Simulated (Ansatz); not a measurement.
## Band-structure calculation of CsPbCl₃

- system: CsPbCl₃ (Pm-3m, 5 atoms in the cell)
- method: DFT, PBE, plane waves, PAW, no spin polarisation (Ansatz 0.2.0)

The structure derives from a Materials Project entry. The geometry comes from this level: r2SCAN (a point of a series of strains). Figures and captions count atoms from 1; the log counts them from 0 in places.

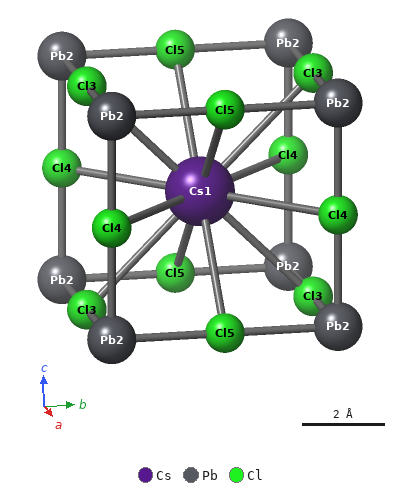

The input geometry (ball-and-stick view of the cell of the calculation, seen slightly off an axis; atoms are numbered from 1 in the order of the input). An atom can appear more than once, as a periodic image.

### The input
```yaml
crystal:
  lattice:
    - [4.0141224383, 2.3175546703, 3.2773182015]
    - [-4.0141224383, 2.3175546703, 3.2773182015]
    - [0.0, -4.6351093407, 3.2773182014]
  atoms:
    - { symbol: Cs, position: [0.5, 0.5, 0.5] }
    - { symbol: Pb, position: [0.0, 0.0, 0.0] }
    - { symbol: Cl, position: [0.5, 5.1387e-05, 0.999948613] }
    - { symbol: Cl, position: [5.1387e-05, 0.999948613, 0.5] }
    - { symbol: Cl, position: [0.999948613, 0.5, 5.1387e-05] }
kpoints:
  mp_grid: { grid: [4, 4, 4] }
  band_path:
    path:
      - [0.0, 0.0, 0.0]
      - [2.02445e-05, 0.0, -0.4999999996]
      - [4.04881e-05, -0.5, -0.4999797559]
      - [0.5000404873, -0.5, -0.4999797559]
    npoints: 1
hamiltonian:
  xc: pbe
scf:
  occupations: { method: fermi_dirac, width: 0.02 }
  n_extra_bands: 5
output:
  forces: true
  stress: true
  eigenvalues: true
  write_density: true
  write_potential: true
  elf: true
  volumetric_format: npy
```

Run on 4 threads of Arm Neoverse V1, 24 GiB of memory available, shared host.

Command:
```bash
ansatz run input.yaml --threads 4 --pin off --max-ram 4608MiB --backend cpu --events-out ev --progress --plain --runs-dir out
```

### The program's output
```
scf.n_extra_bands = 5 over 22 filled bands (N_el = 44.0): the run solves 27 bands
Engine: ansatz 0.2.0, aarch64-unknown-linux-gnu
Pseudopotentials: kind: paw
Pseudopotential: Cs, paw, valence charge 9, recommended cutoff 420 eV (normal), Cs.paw.azcp
Pseudopotential: Pb, paw, valence charge 14, recommended cutoff 420 eV (normal), Pb.paw.azcp
Pseudopotential: Cl, paw, valence charge 7, recommended cutoff 420 eV (normal), Cl.paw.azcp
Functional definition: PBE
  parameter kappa = 0.804
  parameter beta = 0.06672455060314922
  exchange = pbe_x(kappa = kappa, mu = beta*pi^2/3)
  correlation = pbe_c(beta = beta)
Crystal: 5 atoms, lattice volume = 182.932 Å³
Basis set: ecut = 420 eV, 3575 PW (Γ), exchange–correlation on 80×80×80 points (8 copies of the dense FFT grid, shifted against one another)
Bands: 27, of which v1, the nominal top of the filled ones, is band 22 counted from 1 (21 counted from 0)
Symmetry: 6 space group operations
Space group: R32 (ITA 155), of the structure as read, at distance tolerance 5.7e-5 Å
k-points: 13 of 64 (time reversal used)
Non-local potential: Cs, projectors of the file, l = 0: 3, l = 1: 2, l = 2: 2, l = 3: 2
Non-local potential: Pb, projectors of the file, l = 0: 2, l = 1: 2, l = 2: 2, l = 3: 2
Non-local potential: Cl, projectors of the file, l = 0: 2, l = 1: 2, l = 2: 2
PAW form: soft (Blöchl's): semilocal exchange-correlation on the pseudo side does not see the compensation charge
PAW one-centre angular grid: Cs, 194 points (default); XC on 64 Gauss nodes
PAW one-centre angular grid: Pb, 590 points (default); XC on 64 Gauss nodes
PAW one-centre angular grid: Cl, 110 points (default); XC on 64 Gauss nodes
Initial density: superposition of atomic densities (neutral atoms: chi_scale 0, normalization atom), corrected by the library's trained network
Initial wavefunctions: pseudopotential atomic-orbital guess
Functional: x = pbe(κ = 0.804, μ = 0.2195149727645171), c = pbe(β = 0.06672455060314922)
SCF iter   1: F=—  HF=-20823.311104 eV  |F-HF|=—  |Δ(HF+E_count)|=         —  Δρ=5.28e-4  dr2=6.33e-4  ethr=1.77e-3  ⟨swp⟩=8.2  Hψ=1857  notcnv=0
preconditioner: auto → Resta (q_TF=auto, 2.152 Å⁻¹)  ε∞=2.8  [insulator: Δε(μ)=2.098 eV  Ē_g=13.134 eV  σ=0.020 eV  W_gap=1.00  n_scr=26 (ndim 8)  ℏωp=17.8 eV  f_vac=0.069  D(μ)=0.00/eV (n_scr^D=0)  ε∞_Penn≈2.8]
SCF iter   2: F=—  HF=-20823.310370 eV  |F-HF|=—  |Δ(HF+E_count)|=   7.34e-4  Δρ=2.07e-4  dr2=7.39e-5  ethr=1.44e-6  ⟨swp⟩=2.8  Hψ=897  notcnv=0  defer=11
SCF iter   3: F=—  HF=-20823.310403 eV  |F-HF|=—  |Δ(HF+E_count)|=   3.33e-5  Δρ=9.00e-5  dr2=9.72e-6  ethr=1.68e-7  ⟨swp⟩=2.0  Hψ=605  notcnv=0  defer=11
SCF iter   4: F=—  HF=-20823.310426 eV  |F-HF|=—  |Δ(HF+E_count)|=   2.33e-5  Δρ=2.65e-5  dr2=9.02e-7  ethr=2.21e-8  ⟨swp⟩=2.1  Hψ=519  notcnv=0  defer=11
iter 5 did not close the SCF: its close was put off for the readings that it lacked (scf_convergence_deferred on its scf_iter line)
SCF iter   5: F=-20823.310430 eV  HF=-20823.310430 eV  |F-HF|=8.29e-8  |Δ(HF+E_count)|=   3.28e-6  Δρ=4.79e-6  dr2=4.06e-8  ethr=2.05e-9  ⟨swp⟩=2.0  Hψ=606  notcnv=0  defer=11
SCF iter   6: F=-20823.310430 eV  HF=-20823.310430 eV  |F-HF|=2.68e-9  |Δ(HF+E_count)|=   1.01e-7  Δρ=6.73e-7  dr2=8.49e-10  ethr=9.24e-11  ⟨swp⟩=10.8  Hψ=2717  notcnv=0
SCF 1 converged in 6 iterations: F = -20823.310430 eV  dr2 = 8.49e-10
  greatest PAW one-centre occupation: 0.983 electrons in one spin orbital (limit 2), on the Pb atom at site 1 (counted from 0), in its partial waves of l = 2
NSCF: frozen V_eff on 4 k-points
SCF converged after 6 iterations
Free energy (F): -20823.310430 eV
Harris-Foulkes:  -20823.310430 eV  (|F-HF|=2.68e-9)
Internal energy: -20823.310430 eV  (E = F + TS)
E sigma→0 (E₀):  -20823.310430 eV
Fermi energy:    4.586914 eV
--- Per-component energies (eV) ---
  E_band       = -248.252106
  E_kinetic    = 911.928566
  E_local      = -2712.940866  (includes V_loc(G=0)·N_el)
  E_nonlocal   = 465.630843
  E_hartree    = 1026.677169
  E_xc         = -717.864332
  E_vxc        = -626.277461  (∫ρ·V_xc dr)
  E_paw        = -17446.610860  (= ΣΔE_a)
  E_vpaw       = -339.947889  (= ΣTr[D̂ρ^β])
  E_aug_tail   = 0.000322  (compensation charges beyond the density's cutoff)
  E_ewald      = -2350.131273
  E_smearing   = -0.000000  (= −TS)
  E_closure    = 0.000000  (closes the sum)
  Σ components = -20823.310430   (vs F -20823.310430, Δ=0.00e0)
--- Forces (eV/Å), atoms counted from 1 ---
  atom   1  Cs    -0.00000000     0.00000000     0.00000000
  atom   2  Pb     0.00000000     0.00000000    -0.00000000
  atom   3  Cl     0.00000713    -0.00001235    -0.00000000
  atom   4  Cl    -0.00001426     0.00000000     0.00000000
  atom   5  Cl     0.00000713     0.00001235     0.00000000
  max |Σ_I F_I| component: 1.31e-19 eV/Å
--- Stress (GPa, compression-positive) ---
        0.794901       0.000000       0.000000
        0.000000       0.794901      -0.000000
        0.000000      -0.000000       0.795506
  P = ⅓ Tr σ = 0.7951 GPa (7.951 kbar)
--- Band table (eV; the first three rows and the last of 13) ---
  k-point 0: bands = ["-17.6172", "-13.0988", "-13.0988", "-12.9060", "-12.9060", "-12.9060", "-11.2594", "-10.4984", "-10.4984", "-4.4125", "-4.4125", "-4.4125", "-2.9697", "-0.7556", "-0.7556", "-0.7554", "1.2052", "1.2053", "1.2053", "1.2950", "1.2950", "1.2951", "7.0804", "8.0955", "8.0955", "8.9867", "8.9869"]
  k-point 1: bands = ["-17.6164", "-13.0988", "-13.0573", "-12.9066", "-12.9066", "-12.9060", "-11.1900", "-10.6401", "-10.4975", "-4.4078", "-4.4040", "-4.4040", "-3.4927", "-0.7190", "-0.7189", "0.2061", "1.1528", "1.1581", "1.1581", "1.2465", "1.2466", "1.3630", "7.5363", "8.2661", "8.4768", "8.5568", "8.9941"]
  k-point 2: bands = ["-17.6155", "-13.0987", "-13.0143", "-12.9072", "-12.9072", "-12.9060", "-11.0293", "-10.8751", "-10.4966", "-4.4031", "-4.3954", "-4.3954", "-3.8281", "-0.6806", "-0.6806", "0.6702", "1.1021", "1.1078", "1.1078", "1.2003", "1.2004", "2.0037", "6.6426", "8.4061", "8.9233", "8.9237", "8.9510"]
  k-point 12: bands = ["-17.6128", "-12.9604", "-12.9604", "-12.9084", "-12.9084", "-12.9084", "-10.8723", "-10.8723", "-10.8723", "-5.1545", "-4.4585", "-4.4585", "-4.4585", "0.6559", "0.6559", "0.6560", "1.0497", "1.0497", "1.6027", "1.6027", "1.6027", "3.5539", "5.6418", "5.6420", "5.6420", "8.8376", "9.2970"]
```

### File bands.tsv
```
# k_distance	band_0	band_1	band_2	band_3	band_4	band_5	band_6	band_7	band_8	band_9	band_10	band_11	band_12	band_13	band_14	band_15	band_16	band_17	band_18	band_19	band_20	band_21	band_22	band_23	band_24	band_25	band_26
# fermi_ev = 4.586914
# lock_threshold_ev = 1e-6
# [0, 0, 0] at k_distance = 0.000000
# [0.0000202445, 0, -0.4999999996] at k_distance = 0.553418
# [0.0000404881, -0.5, -0.4999797559] at k_distance = 1.106835
# [0.5000404873, -0.5, -0.4999797559] at k_distance = 1.660253
# levels_relative_to = fermi_ev
# free_energy_ev = -20823.310430
# largest_residual_norms_ev = 9.094e-4 2.756e-4 5.796e-4 5.792e-4 3.511e-4 4.023e-4 6.426e-4 1.141e-3 9.049e-4 8.235e-4 3.852e-4 4.747e-4 1.232e-3 1.519e-3 1.551e-3 1.422e-3 1.846e-3 1.820e-3 1.579e-3 2.062e-3 1.572e-3 1.769e-3 1.466e-3 1.006e-3 8.046e-4 6.475e-4 1.364e-3
0.000000	-22.204151	-17.685759	-17.685759	-17.492916	-17.492899	-17.492899	-15.846268	-15.085337	-15.085337	-8.999459	-8.999439	-8.999439	-7.556566	-5.342476	-5.342476	-5.342338	-3.381695	-3.381599	-3.381599	-3.291919	-3.291919	-3.291783	2.493489	3.508565	3.508565	4.399819	4.400010
0.553418	-22.202421	-17.685594	-17.601166	-17.494101	-17.494090	-17.492872	-15.616165	-15.461974	-15.083525	-8.989968	-8.982282	-8.982270	-8.415058	-5.267552	-5.267470	-3.916748	-3.484803	-3.479150	-3.479148	-3.386653	-3.386471	-2.583244	2.055726	3.819147	4.336428	4.336759	4.364094
1.106835	-22.200963	-17.646269	-17.547329	-17.495269	-17.494062	-17.494052	-15.463910	-15.463875	-15.358332	-9.111353	-9.016108	-9.016099	-8.969809	-5.137831	-4.129164	-3.597617	-3.597607	-3.554283	-3.554239	-3.541932	-2.993355	-1.782953	1.596217	1.596340	3.951917	4.533125	4.837102
1.660253	-22.199716	-17.547299	-17.547299	-17.495313	-17.495297	-17.495297	-15.459219	-15.459219	-15.459167	-9.741423	-9.045382	-9.045372	-9.045372	-3.931012	-3.931012	-3.930946	-3.537231	-3.537231	-2.984217	-2.984217	-2.984186	-1.033047	1.054861	1.055098	1.055098	4.250662	4.710096
```

### File rho_z.tsv
```
# z_ang	rho[e/angstrom^3]
# format = ansatz-planar-average/11
# lattice	4.014122438	2.317554670	3.277318201
# lattice	-4.014122438	2.317554670	3.277318201
# lattice	0.000000000	-4.635109341	3.277318201
# sites	5
# site	55	0.000000000	-0.000000000	4.915977302
# site	82	0.000000000	0.000000000	0.000000000
# site	17	2.006854945	-3.475974729	4.915977302
# site	17	-4.013709891	-0.000000000	4.915977302
# site	17	2.006854945	3.475974729	4.915977302
0.000000	6.417733e-1
0.141918	6.229050e-1
0.283836	5.664455e-1
0.425753	4.759465e-1
0.567671	3.650805e-1
0.709589	2.577272e-1
0.851507	1.732994e-1
0.993425	1.156232e-1
1.135342	7.954841e-2
1.277260	5.952788e-2
1.419178	5.187844e-2
1.561096	5.498147e-2
1.703013	6.899134e-2
1.844931	9.485670e-2
1.986849	1.323712e-1
2.128767	1.782554e-1
2.270685	2.247237e-1
2.412602	2.607226e-1
2.554520	2.795748e-1
2.696438	2.847151e-1
2.838356	2.849220e-1
2.980274	2.847151e-1
3.122191	2.795748e-1
3.264109	2.607226e-1
3.406027	2.247237e-1
3.547945	1.782554e-1
3.689862	1.323712e-1
3.831780	9.485670e-2
3.973698	6.899134e-2
4.115616	5.498147e-2
4.257534	5.187844e-2
4.399451	5.952788e-2
4.541369	7.954841e-2
4.683287	1.156232e-1
4.825205	1.732994e-1
4.967123	2.577272e-1
5.109040	3.650805e-1
5.250958	4.759465e-1
5.392876	5.664455e-1
5.534794	6.229050e-1
```

### File v_z.tsv
```
# z_ang	v_es[eV]	v_tot[eV]
# format = ansatz-planar-average/11
# xc	pbe
# density_cutoff_ev	1680
# datasets	Cs=:simpson_from_first_knot:soft	Pb=:simpson_from_first_knot:soft	Cl=:simpson_from_first_knot:soft
# lattice	4.014122438	2.317554670	3.277318201
# lattice	-4.014122438	2.317554670	3.277318201
# lattice	0.000000000	-4.635109341	3.277318201
# sites	5
# site	55	0.000000000	-0.000000000	4.915977302
# site	82	0.000000000	0.000000000	0.000000000
# site	17	2.006854945	-3.475974729	4.915977302
# site	17	-4.013709891	-0.000000000	4.915977302
# site	17	2.006854945	3.475974729	4.915977302
0.000000	-3.722260e0	-1.481606e1
0.141918	-3.432070e0	-1.439203e1
0.283836	-2.572676e0	-1.312977e1
0.425753	-1.157310e0	-1.110408e1
0.567671	7.318804e-1	-8.462122e0
0.709589	2.834984e0	-5.537693e0
0.851507	4.675715e0	-2.863294e0
0.993425	5.909513e0	-8.592345e-1
1.135342	6.570771e0	4.716399e-1
1.277260	6.869065e0	1.224169e0
1.419178	6.958654e0	1.500226e0
1.561096	6.856641e0	1.440232e0
1.703013	6.533794e0	9.230685e-1
1.844931	5.919861e0	-7.181874e-2
1.986849	5.035334e0	-1.431687e0
2.128767	3.934237e0	-3.069816e0
2.270685	2.768869e0	-4.780309e0
2.412602	1.735095e0	-6.323252e0
2.554520	9.484685e-1	-7.528091e0
2.696438	4.576663e-1	-8.308397e0
2.838356	2.895455e-1	-8.573558e0
2.980274	4.576663e-1	-8.308397e0
3.122191	9.484685e-1	-7.528091e0
3.264109	1.735095e0	-6.323252e0
3.406027	2.768869e0	-4.780309e0
3.547945	3.934237e0	-3.069816e0
3.689862	5.035334e0	-1.431687e0
3.831780	5.919861e0	-7.181874e-2
3.973698	6.533794e0	9.230685e-1
4.115616	6.856641e0	1.440232e0
4.257534	6.958654e0	1.500226e0
4.399451	6.869065e0	1.224169e0
4.541369	6.570771e0	4.716399e-1
4.683287	5.909513e0	-8.592345e-1
4.825205	4.675715e0	-2.863294e0
4.967123	2.834984e0	-5.537693e0
5.109040	7.318804e-1	-8.462122e0
5.250958	-1.157310e0	-1.110408e1
5.392876	-2.572676e0	-1.312977e1
5.534794	-3.432070e0	-1.439203e1
```

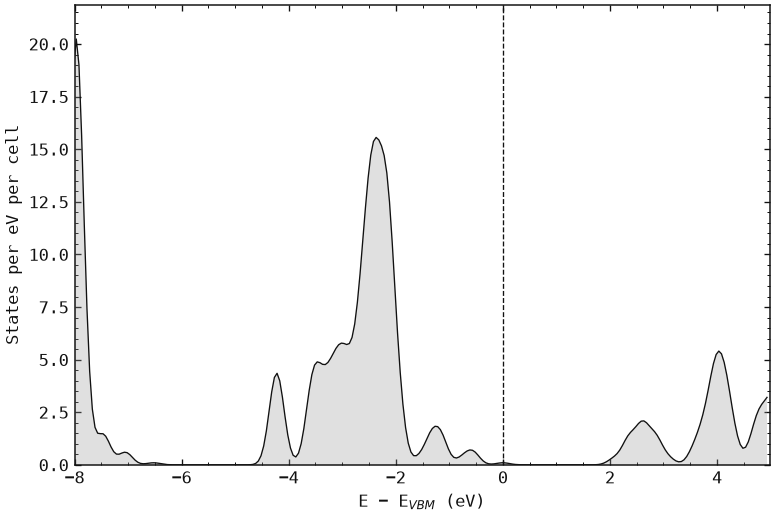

Density of states (the curve is built from the levels of the k mesh with Gaussians 0.3 eV wide, which also blur the band edges), with energies from the valence-band top. There is a gap of 2.09 eV on the k-point mesh. Small ripples come from the finite k-point mesh.

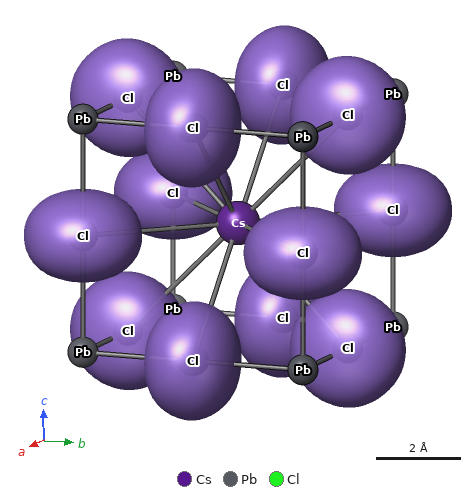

Isosurface of the ELF at 0.65 (purple), seen slightly off an axis. Only the valence region is drawn (cores and ρ < 0.01 e/Å³ removed). Sticks mark near contacts. The outline is the cell set on symmetry axes. Profiles from the grid: Pb–Cl (2.84 Å): the ELF peaks at about 0.85 in the valence shell of Cl, 0.7 Å from its nucleus, and drops to about 0.20 between the two atoms. Cs–Cl (4.01 Å): the ELF is about 0 at the midpoint, which marks two separate closed shells. The fields are those of the smooth PAW valence density.

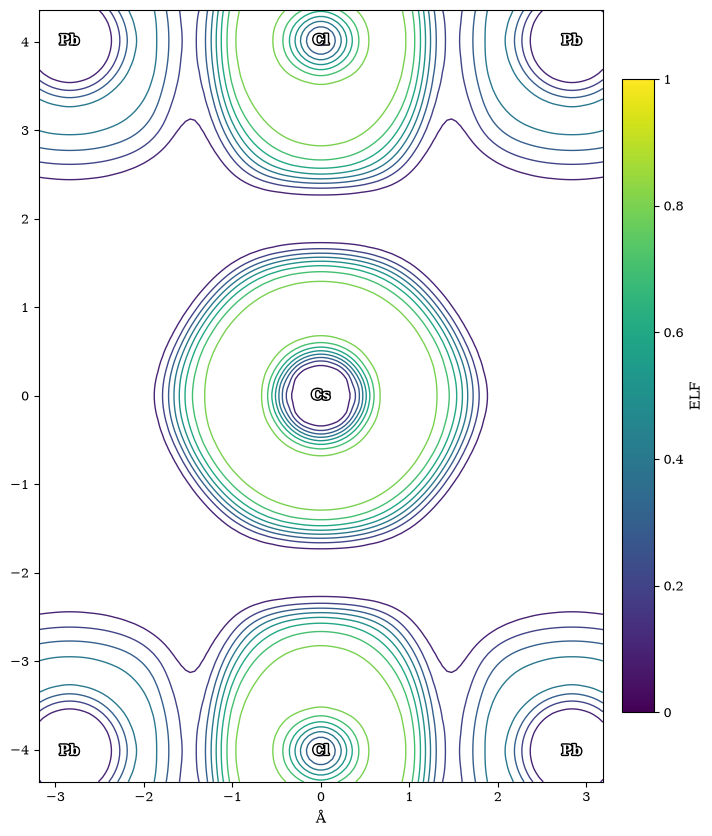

ELF on the (11̄0) plane of the conventional cell. The section cuts through Cs, Pb and Cl sites. Pb–Cl (2.84 Å): the ELF peaks at about 0.85 in the valence shell of Cl, 0.7 Å from its nucleus, and drops to about 0.20 between the two atoms. Cs–Cl (4.01 Å): the ELF is about 0 at the midpoint, which marks ionic bonding with no shared pair. The strong features right at Cs lie inside the PAW spheres (semicore, d or f shells) and say nothing about bonding.

### Summary

| quantity | value |
| --- | --- |
| outcome | converged |
| space group (tolerance 0.01 Å) | Pm-3m (221) |
| electrons treated | 44 |
| free energy | −20823.3104 eV |
| Fermi energy | 4.587 eV |
| gap on the k-point mesh | 2.09 eV |
| pressure | 0.80 GPa |
| largest force (length of the vector) | under 0.001 eV/Å |
| wall time | 2.6 s (CPU time 9.3 s) |
| peak memory | 0.46 GiB |

### Notes

Spin–orbit coupling is left out, which matters for Pb.
